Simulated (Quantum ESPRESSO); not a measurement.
**CoO: magnetism against a distortion at fixed volume**

Wanted: the trend of the moments of CoO with a distortion at fixed volume.

Program: Quantum ESPRESSO 7.5. Level of theory: PBE with U = 3.5 eV on Co d (ortho-atomic projectors); plane waves with GBRV 1.5 PBE potentials, no spin-orbit coupling. Results are calculated unless marked as measured.

### 1. Set-up

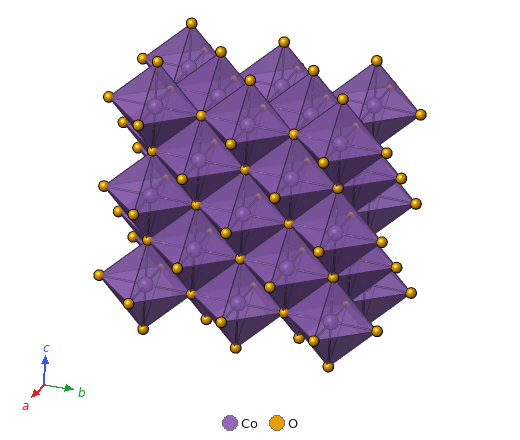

Start, viewed from a free direction; cobalt purple, oxygen orange. 1×2×2 cells are drawn. This picture shows the conventional cell, with its axes. Some periodic images of atoms are drawn too.

The lattice constants were typed from memory of published values and not checked against a source.

### 2. Factor along z 0.92, ferro +

Lengths along Cartesian z scale by the factor and those normal to it by its inverse root. Atoms keep their fractional places. Seeded atoms are those given a starting moment.

pw.in reads:

```
&CONTROL
  calculation = 'scf'
  prefix = 'pwscf'
  outdir = './tmp'
  pseudo_dir = './pseudo'
  disk_io = 'nowf'
  tprnfor = .true.
  tstress = .true.
/
&SYSTEM
  ibrav = 0
  celldm(1) = 8
  nat = 2
  ntyp = 2
  ecutwfc = 40
  ecutrho = 280
  nbnd = 20
  occupations = 'smearing'
  smearing = 'fd'
  degauss = 0.00367493
  nspin = 2
  starting_magnetization(1) = 0.1765
  starting_magnetization(2) = 0
/
&ELECTRONS
  conv_thr = 4d-09
  electron_maxstep = 150
  mixing_beta = 0.3
/
ATOMIC_SPECIES
Co     58.9332 co_pbe_v1.2.uspp.F.UPF
O      15.9990 o_pbe_v1.2.uspp.F.UPF
CELL_PARAMETERS alat
   0.0000000000000    0.5246824102529    0.4629970734792
   0.5246824102529    0.0000000000000    0.4629970734792
   0.5246824102529    0.5246824102529    0.0000000000000
ATOMIC_POSITIONS crystal
Co      0.0000000000    0.0000000000    0.0000000000
O       0.5000000000    0.5000000000    0.5000000000
K_POINTS automatic
10 10 10 0 0 0
HUBBARD {ortho-atomic}
U Co-3d 3.5000
```

Run with:

```bash
$ OMP_NUM_THREADS=1 mpirun -n 4 pw.x -nk 4 -in pw.in > pw.out
```

Output:

```text
Program PWSCF v.7.5 starts

     Message from routine setup:
     using ibrav=0 with symmetry is DISCOURAGED, use correct ibrav instead

     K-points division:     npool     =       4
     Subspace diagonalization in iterative solution of the eigenvalue problem:

     bravais-lattice index     =            0
     lattice parameter (alat)  =       8.0000  a.u.
     unit-cell volume          =     130.5182 (a.u.)^3
     number of atoms/cell      =            2
     number of atomic types    =            2
     number of electrons       =        23.00
     number of Kohn-Sham states=           20
     kinetic-energy cutoff     =      40.0000  Ry
     charge density cutoff     =     280.0000  Ry
     scf convergence threshold =      4.0E-09
     mixing beta               =       0.3000
     number of iterations used =            8  plain     mixing
     Exchange-correlation= SLA  PW   PBE  PBE
                           (   1   4   3   4   0   0   0)
     Hubbard projectors: ortho-atomic
     Hubbard parameters of DFT+U (Dudarev formulation) in eV:
     U(Co-3d) =  3.5000

     Internal variables: lda_plus_u =T, lda_plus_u_kind = 0

     Internal variables: orbital_resolved =F, hub_pot_fix =F, apply_U = F

     celldm(1)=   8.000000  celldm(2)=   0.000000  celldm(3)=   0.000000
     celldm(4)=   0.000000  celldm(5)=   0.000000  celldm(6)=   0.000000

     crystal axes: (cart. coord. in units of alat)
               a(1) = (   0.000000   0.524682   0.462997 )
               a(2) = (   0.524682   0.000000   0.462997 )
               a(3) = (   0.524682   0.524682   0.000000 )

     reciprocal axes: (cart. coord. in units 2 pi/alat)
               b(1) = ( -0.952957  0.952957  1.079920 )
               b(2) = (  0.952957 -0.952957  1.079920 )
               b(3) = (  0.952957  0.952957 -1.079920 )

     PseudoPot. # 1 for Co read from file:
     co_pbe_v1.2.uspp.F.UPF
     Pseudo is Ultrasoft + core correction, Zval = 17.0

     PseudoPot. # 2 for O  read from file:
     o_pbe_v1.2.uspp.F.UPF
     Pseudo is Ultrasoft + core correction, Zval =  6.0

     atomic species   valence    mass     pseudopotential
     Co               17.00    58.93320     Co( 1.00)
     O                 6.00    15.99900     O ( 1.00)

     Starting magnetic structure
     atomic species   magnetization
     Co              0.176
     O               0.000

     16 Sym. Ops., with inversion, found

   Cartesian axes

     site n.     atom                  positions (alat units)
         1        Co     tau(   1) = (   0.0000000   0.0000000   0.0000000  )
         2        O      tau(   2) = (   0.5246824   0.5246824   0.4629971  )

     number of k points=   102  Fermi-Dirac smearing, width (Ry)=  0.0037

     Number of k-points >= 100: set verbosity='high' to print them.

     Dense  grid:    10299 G-vectors     FFT dimensions: (  30,  30,  32)

     Smooth grid:     4483 G-vectors     FFT dimensions: (  24,  24,  24)

     Check: negative core charge=   -0.000038
     Generating pointlists ...
     new r_m :   0.1910 (alat units)  1.5279 (a.u.) for type    1
     new r_m :   0.1910 (alat units)  1.5279 (a.u.) for type    2

     Initial potential from superposition of free atoms

     starting charge      22.0000, renormalised to      23.0000

     STARTING HUBBARD OCCUPATIONS:

     =================== HUBBARD OCCUPATIONS ===================
     ------------------------ ATOM    1 ------------------------
     Tr[ns(  1)] (up, down, total) =   5.00000  2.00000  7.00000
     Atomic magnetic moment for atom   1 =   3.00000
     [... lines left out ...]
     Number of occupied Hubbard levels =    7.0000

     Atomic wfc used for Hubbard projectors are orthogonalized

     Starting wfcs are   17 randomized atomic wfcs +    3 random wfcs

     Self-consistent Calculation

     iteration #  1     ecut=    40.00 Ry     beta= 0.30
     Davidson diagonalization with overlap
     ethr =  1.00E-02,  avg # of iterations =  5.0

     =================== HUBBARD OCCUPATIONS ===================
     ------------------------ ATOM    1 ------------------------
     Tr[ns(  1)] (up, down, total) =   4.59726  0.94918  5.54644
     Atomic magnetic moment for atom   1 =   3.64809
     [... lines left out ...]
     Number of occupied Hubbard levels =    5.5464

     total energy              =    -328.76063630 Ry
     estimated scf accuracy    <       6.14675929 Ry

     total magnetization       =     3.57 Bohr mag/cell
     absolute magnetization    =     3.68 Bohr mag/cell

     iteration #  2     ecut=    40.00 Ry     beta= 0.30
     Davidson diagonalization with overlap
     ethr =  1.00E-02,  avg # of iterations =  2.0

     total energy              =    -329.73029153 Ry
     estimated scf accuracy    <       5.23290342 Ry

     total magnetization       =     0.99 Bohr mag/cell
     absolute magnetization    =     1.03 Bohr mag/cell

     [... further iterations left out ...]

     iteration # 12     ecut=    40.00 Ry     beta= 0.30
     Davidson diagonalization with overlap
     ethr =  7.56E-11,  avg # of iterations =  2.0

     total energy              =    -330.60902836 Ry
     estimated scf accuracy    <       0.00000001 Ry

     total magnetization       =     3.00 Bohr mag/cell
     absolute magnetization    =     3.02 Bohr mag/cell

     iteration # 13     ecut=    40.00 Ry     beta= 0.30
     Davidson diagonalization with overlap
     ethr =  4.42E-11,  avg # of iterations =  1.3

     Magnetic moment per site  (integrated on atomic sphere of radius R)
     atom   1 (R=0.191)  charge= 14.2181  magn=  2.5374
     atom   2 (R=0.191)  charge=  5.4127  magn=  0.2753

     End of self-consistent calculation

     =================== HUBBARD OCCUPATIONS ===================
     ------------------------ ATOM    1 ------------------------
     Tr[ns(  1)] (up, down, total) =   4.97083  2.31086  7.28169
     Atomic magnetic moment for atom   1 =   2.65997
     [... lines left out ...]
     Number of occupied Hubbard levels =    7.2817

     Number of k-points >= 100: set verbosity='high' to print the bands.

     the Fermi energy is    13.7573 ev

!    total energy              =    -330.60902839 Ry
     estimated scf accuracy    <          1.3E-10 Ry
     smearing contrib. (-TS)   =      -0.00110884 Ry
     internal energy E=F+TS    =    -330.60791955 Ry

     The total energy is F=E-TS. E is the sum of the following terms:
     one-electron contribution =    -184.20194072 Ry
     hartree contribution      =     105.46441749 Ry
     xc contribution           =     -40.07097631 Ry
     ewald contribution        =    -211.89751833 Ry
     Hubbard energy            =       0.09809832 Ry

     total magnetization       =     3.00 Bohr mag/cell
     absolute magnetization    =     3.02 Bohr mag/cell

     convergence has been achieved in  13 iterations

     Forces acting on atoms (cartesian axes, Ry/au):

     atom    1 type  1   force =     0.00000000    0.00000000    0.00000000
     atom    2 type  2   force =     0.00000000    0.00000000    0.00000000

     Total force =     0.000000     Total SCF correction =     0.000000

     Computing stress (Cartesian axis) and pressure

          total   stress  (Ry/bohr**3)                   (kbar)     P=       81.37
   0.00029221   0.00000000  -0.00000000           42.99        0.00       -0.00
   0.00000000   0.00029221   0.00000000            0.00       42.99        0.00
   0.00000000   0.00000000   0.00107506            0.00        0.00      158.15

=------------------------------------------------------------------------------=
   JOB DONE.
=------------------------------------------------------------------------------=
```

Elapsed: 11 s, on 4 MPI ranks of Arm Neoverse V2, shared host; peak memory 0.28 GiB.

Spin moment in the atom's sphere by atom:

```
atom  spin moment in the atom's sphere (μB)
 Co1                                   2.54
  O2                                   0.28
```

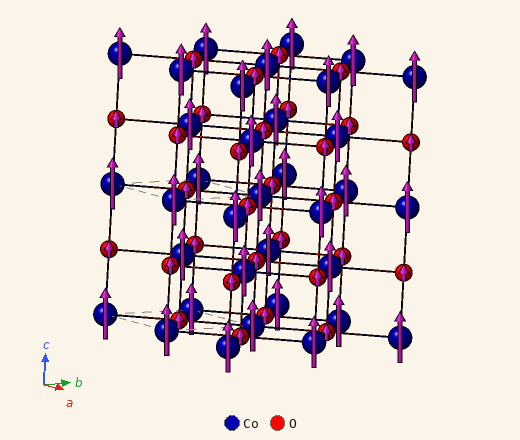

Spin moment in the atom's sphere as arrows, the longest 2.54 μB. Up and down stand for the sign. Arrows give size and sign along the axis of quantisation, drawn up and down the page. Each arrow also spans its atom, so small moments look longer than they are. 2×2×2 conventional cells are drawn. Some periodic images of atoms are drawn too.

Numbers from this step:

```
smearing term TS       : 0.01509 eV
pressure               : 8.137 GPa
magnetization          : 3 μB
absolute magnetization : 3.024 μB
final state            : ferromagnetic
```

### 3. Factor along z 0.92, antiferro q=(0,0,1/2) +-

The wavevector q is in fractions of the reciprocal vectors of the crystal's primitive cell, as the cells of these inputs are built from it; moments change sign between cells as cos(2π q·R).

pw.in reads:

```
&CONTROL
  calculation = 'scf'
  prefix = 'pwscf'
  outdir = './tmp'
  pseudo_dir = './pseudo'
  disk_io = 'nowf'
  tprnfor = .true.
  tstress = .true.
/
&SYSTEM
  ibrav = 0
  celldm(1) = 8
  nat = 4
  ntyp = 3
  ecutwfc = 40
  ecutrho = 280
  nbnd = 32
  occupations = 'smearing'
  smearing = 'fd'
  degauss = 0.00367493
  nspin = 2
  starting_magnetization(1) = 0.1765
  starting_magnetization(2) = -0.1765
  starting_magnetization(3) = 0
/
&ELECTRONS
  conv_thr = 8d-09
  electron_maxstep = 150
  mixing_beta = 0.3
/
ATOMIC_SPECIES
Co1    58.9332 co_pbe_v1.2.uspp.F.UPF
Co2    58.9332 co_pbe_v1.2.uspp.F.UPF
O      15.9990 o_pbe_v1.2.uspp.F.UPF
CELL_PARAMETERS alat
   0.0000000000000    0.5246824102529    0.4629970734792
   0.5246824102529    0.0000000000000    0.4629970734792
   1.0493648205082    1.0493648205082    0.0000000000000
ATOMIC_POSITIONS crystal
Co1     0.0000000000    0.0000000000    0.0000000000
Co2     0.0000000000    0.0000000000    0.5000000000
O       0.5000000000    0.5000000000    0.2500000000
O       0.5000000000    0.5000000000    0.7500000000
K_POINTS automatic
10 10 5 0 0 0
HUBBARD {ortho-atomic}
U Co1-3d 3.5000
U Co2-3d 3.5000
```

Output:

```text
     [... lines left out ...]
Program PWSCF v.7.5 starts
     [... lines left out ...]
     number of atoms/cell      =            4
     [... lines left out ...]
     number of electrons       =        46.00
     number of Kohn-Sham states=           32
     kinetic-energy cutoff     =      40.0000  Ry
     charge density cutoff     =     280.0000  Ry
     scf convergence threshold =      8.0E-09
     [... lines left out ...]
      4 Sym. Ops., with inversion, found
     [... lines left out ...]
     number of k points=   141  Fermi-Dirac smearing, width (Ry)=  0.0037
     [... lines left out ...]
     iteration # 29     ecut=    40.00 Ry     beta= 0.30
     [... lines left out ...]
     Magnetic moment per site  (integrated on atomic sphere of radius R)
     atom   1 (R=0.191)  charge= 14.2322  magn=  2.4632
     atom   2 (R=0.191)  charge= 14.2322  magn= -2.4632
     atom   3 (R=0.191)  charge=  5.4028  magn=  0.0000
     atom   4 (R=0.191)  charge=  5.4028  magn=  0.0000
     [... lines left out ...]
     Tr[ns(  1)] (up, down, total) =   4.95503  2.35663  7.31165
     [... lines left out ...]
     Tr[ns(  2)] (up, down, total) =   2.35661  4.95502  7.31163
     [... lines left out ...]
     the Fermi energy is    13.7015 ev
!    total energy              =    -661.21960629 Ry
     estimated scf accuracy    <          5.2E-09 Ry
     smearing contrib. (-TS)   =      -0.00215184 Ry
     [... lines left out ...]
     total magnetization       =    -0.00 Bohr mag/cell
     absolute magnetization    =     5.40 Bohr mag/cell
     convergence has been achieved in  29 iterations
     [... lines left out ...]
     Total force =     0.000002     Total SCF correction =     0.000033
     [... lines left out ...]
          total   stress  (Ry/bohr**3)                   (kbar)     P=       65.19
     [... lines left out ...]
```

It took 1.7 min on 4 MPI ranks; peak memory 0.52 GiB; 6.9 min of CPU time.

Spin moment in the atom's sphere by atom:

```
atom  spin moment in the atom's sphere (μB)
 Co1                                   2.46
 Co2                                  -2.46
  O3                                   0.00
  O4                                   0.00
```

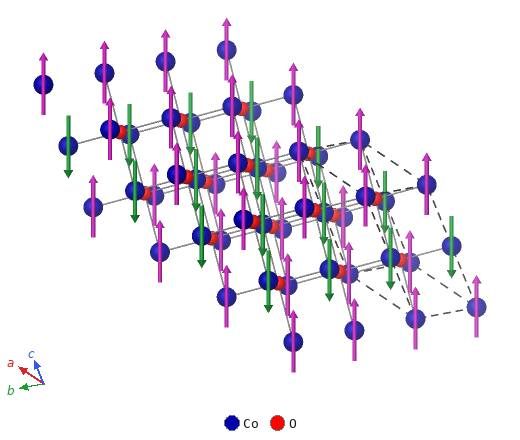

Spin moment in the atom's sphere as arrows, the longest 2.46 μB. Up and down stand for the sign. Arrows give size and sign along the axis of quantisation, drawn up and down the page. The two directions have two colours. Bonds to atoms that aren't drawn are left out. 3×3×1 cells are drawn. Some periodic images of atoms are drawn too.

Numbers from this step:

- smearing term TS: 0.02928 eV
- pressure: 6.519 GPa
- magnetization: 0 μB
- absolute magnetization: 5.398 μB
- final state: antiferromagnetic

### 4. Factor along z 0.92, no spin polarisation

pw.in reads:

```
&CONTROL
  calculation = 'scf'
  prefix = 'pwscf'
  outdir = './tmp'
  pseudo_dir = './pseudo'
  disk_io = 'nowf'
  tprnfor = .true.
  tstress = .true.
/
&SYSTEM
  ibrav = 0
  celldm(1) = 8
  nat = 2
  ntyp = 2
  ecutwfc = 40
  ecutrho = 280
  nbnd = 18
  occupations = 'smearing'
  smearing = 'fd'
  degauss = 0.00367493
/
&ELECTRONS
  conv_thr = 4d-09
  electron_maxstep = 150
  mixing_beta = 0.3
/
ATOMIC_SPECIES
Co     58.9332 co_pbe_v1.2.uspp.F.UPF
O      15.9990 o_pbe_v1.2.uspp.F.UPF
CELL_PARAMETERS alat
   0.0000000000000    0.5246824102529    0.4629970734792
   0.5246824102529    0.0000000000000    0.4629970734792
   0.5246824102529    0.5246824102529    0.0000000000000
ATOMIC_POSITIONS crystal
Co      0.0000000000    0.0000000000    0.0000000000
O       0.5000000000    0.5000000000    0.5000000000
K_POINTS automatic
10 10 10 0 0 0
HUBBARD {ortho-atomic}
U Co-3d 3.5000
```

Output:

```text
     [... lines left out ...]
Program PWSCF v.7.5 starts
     [... lines left out ...]
     number of atoms/cell      =            2
     [... lines left out ...]
     number of electrons       =        23.00
     number of Kohn-Sham states=           18
     kinetic-energy cutoff     =      40.0000  Ry
     charge density cutoff     =     280.0000  Ry
     scf convergence threshold =      4.0E-09
     [... lines left out ...]
     16 Sym. Ops., with inversion, found
     [... lines left out ...]
     number of k points=   102  Fermi-Dirac smearing, width (Ry)=  0.0037
     [... lines left out ...]
     iteration # 13     ecut=    40.00 Ry     beta= 0.30
     [... lines left out ...]
     Tr[ns(  1)] =   7.52737
     [... lines left out ...]
     the Fermi energy is    13.5777 ev
!    total energy              =    -330.54332853 Ry
     estimated scf accuracy    <          1.0E-10 Ry
     smearing contrib. (-TS)   =      -0.00112626 Ry
     [... lines left out ...]
     convergence has been achieved in  13 iterations
     [... lines left out ...]
     Total force =     0.000000     Total SCF correction =     0.000000
     [... lines left out ...]
          total   stress  (Ry/bohr**3)                   (kbar)     P=     -121.64
     [... lines left out ...]
```

Wall time 5.8 s (4 MPI ranks); peak memory 0.25 GiB; 23 s of CPU time.

Read from the output:

```yaml
smearing_term_ts: 0.01532 eV
pressure: -12.16 GPa
final_state: non-magnetic (no spin polarisation)
```

[end of part 1 of 2]

[Logs and program files are shortened in this print: banners, set-up blocks, solver, clock and traceback lines can be left out without a mark of their own.]

[Logs are printed without paths, hosts, clocks, repeated set-up lines and the standing remarks that a program may print on its own settings, such as how far it seeks lower states.]

[Hosts, paths, dates, database ids (printed as entryN), source tags and the programs' standing remarks are cut or masked in the printed files.]

[Where a cell is said to come from a database of computed structures, the database is the Materials Project.]
